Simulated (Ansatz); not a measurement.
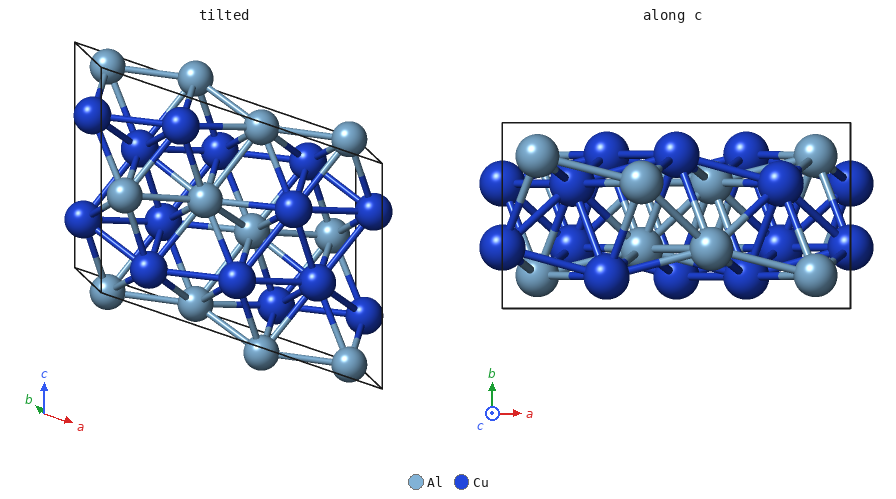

Ball-and-stick representation of a periodic structure, projected slightly off an axis and along the c axis. The frame is the conventional unit cell; atoms at its boundary are shown with their periodic copies. Cell: a = 9.06 Å, b = 4.53 Å, c = 6.80 Å, α = 90.00°, β = 110.40°, γ = 90.00°.

Its origin is a structure type filled with these elements by a generator (whether the compound takes this form wasn't checked). Earlier steps of the study, as a rule a relaxation of our own, may have changed the cell and positions, so they can lie some per cent off the listed ones. Ansatz was used for an electronic-structure calculation on it.

**Describe the crystal.**

The stoichiometry is Al$_{2}$Cu$_{3}$. Its lattice is base-centred monoclinic, its space group C2/c (No. 15). With Z = 4, the cell contains 8 Al, 12 Cu. Al bonds to nine Cu and three Al in a distorted anticuboctahedral arrangement (about 2.6 to 2.7 Å to Cu, 2.6 to 2.7 Å to Al). Cu is linked to six Al and six Cu in an anticuboctahedral arrangement (about 2.6 to 2.7 Å to Al, 2.6 to 2.7 Å to Cu). The bonds build a three-dimensional framework.

Method used: DFT PBE, scalar-relativistic, plane waves, PAW (Ansatz). It ran with plane waves to 420 eV, k-points about 0.16 Å⁻¹ apart, Gaussian smearing of 0.1 eV, no spin polarisation.

**Predict the gap.**

A metal: bands cross the Fermi level.

**How charged are the atoms, by the Bader scheme?**

Al +0.99 e; Cu -0.72 to -0.63 e.

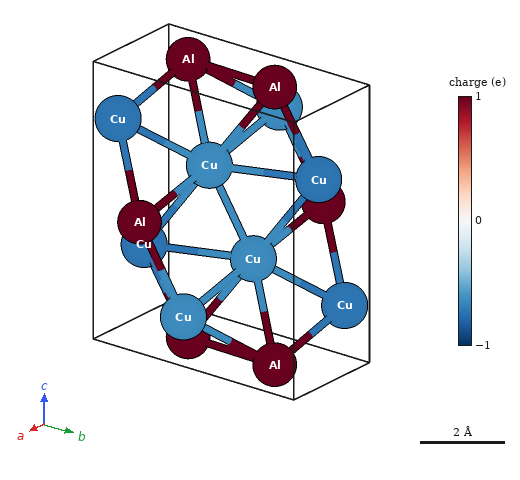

The atoms coloured by those charges. The run's cell of 10 atoms is drawn in a reduced setting, so axes and origin can differ from the first picture.

**Does this geometry sit at a stationary point of the energy?**

Yes. All forces vanish to within 0.01 eV/Å. The pressure is 0.0 GPa, close to zero.
